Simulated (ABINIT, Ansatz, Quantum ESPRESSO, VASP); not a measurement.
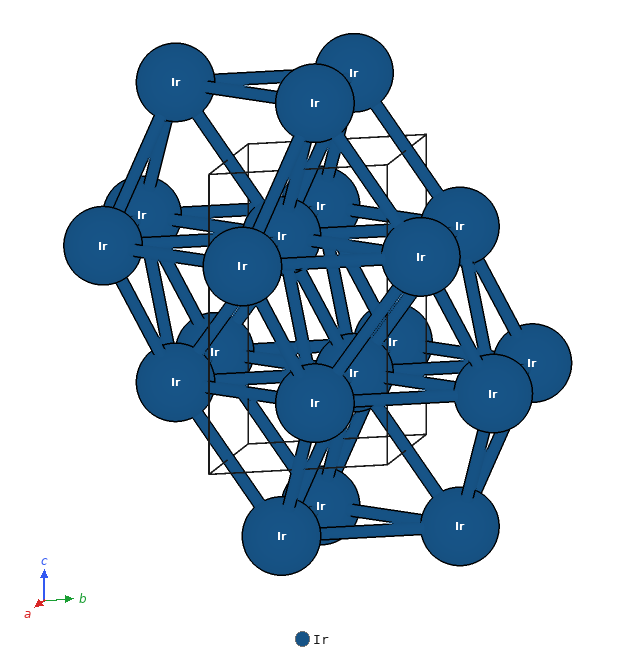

Ir, hexagonal close-packed (Mg type), space group P6₃/mmc (No. 194), a = 2.751 Å, b = 2.751 Å, c = 4.462 Å, α = 90.00°, β = 90.00°, γ = 120.00° (14.63 Å³/atom). This ball-and-stick model is shown slightly off an axis. The edges of the conventional unit cell are marked. Atoms just outside the outline that bond to atoms inside are added. The cell is a structure listed in the Materials Project. This isn't the form of Ir at room conditions, which is fcc.

The cell was scaled uniformly, at fixed shape and fractional positions, in five programs or potential sets. Alike in all runs: functional PBE; k mesh 11 × 11 × 6 on the run's cell of 2 atoms; occupations fermi-dirac, width 0.05 eV; no spin polarisation; no spin-orbit coupling.

Energies from Quantum ESPRESSO (SSSP 1.3 efficiency):

| volume (Å³/atom) | E − E(lowest point) (meV/atom) |
| --- | --- |
| 13.749 | 56.22 |
| 14.042 | 22.38 |
| 14.335 | 4.21 |
| 14.627 | 0.00 |
| 14.920 | 8.07 |
| 15.212 | 27.00 |
| 15.505 | 55.53 |

> Fit a third-order Birch-Murnaghan equation of state to these points.

V0 = 14.58 Å³/atom, B0 = 342 GPa and B0′ = 5.1. V0 lies 0.3 % below the volume of the cell as given.

The same fit in all programs:

| program | V0 (Å³/atom) | B0 (GPa) | B0′ |
| --- | --- | --- | --- |
| Quantum ESPRESSO (SSSP 1.3 efficiency) | 14.58 | 342 | 5.1 |
| Ansatz LAPW (all-electron) | 14.57 | 343 | 5.1 |
| Ansatz (Ansatz PAW soft_1) | ? | ? | ? |
| ABINIT (JTH PAW PBE v2.0) | 14.57 | 345 | 4.8 |
| VASP (PBE potentials, release 64 Ir) | 14.59 | 345 | 5.2 |

> Estimate the row of Ansatz (Ansatz PAW soft_1).

V0 = 14.57 Å³/atom, B0 = 344 GPa and B0′ = 5.1. The other rows span 14.57 to 14.59 Å³/atom and 342 to 345 GPa.

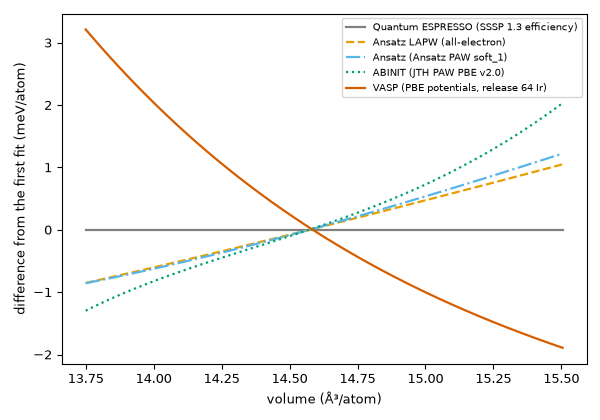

Each fitted curve, counted from its own minimum, less that of Quantum ESPRESSO (SSSP 1.3 efficiency). With one functional throughout, the spread comes from potentials, basis sets and numerical settings; B0′ is uncertain by a few tenths over so narrow a range.

Caveat: the cell was scaled at fixed shape and fractional positions, which overstates the stiffness of a crystal with free parameters, most of all of layers and chains.
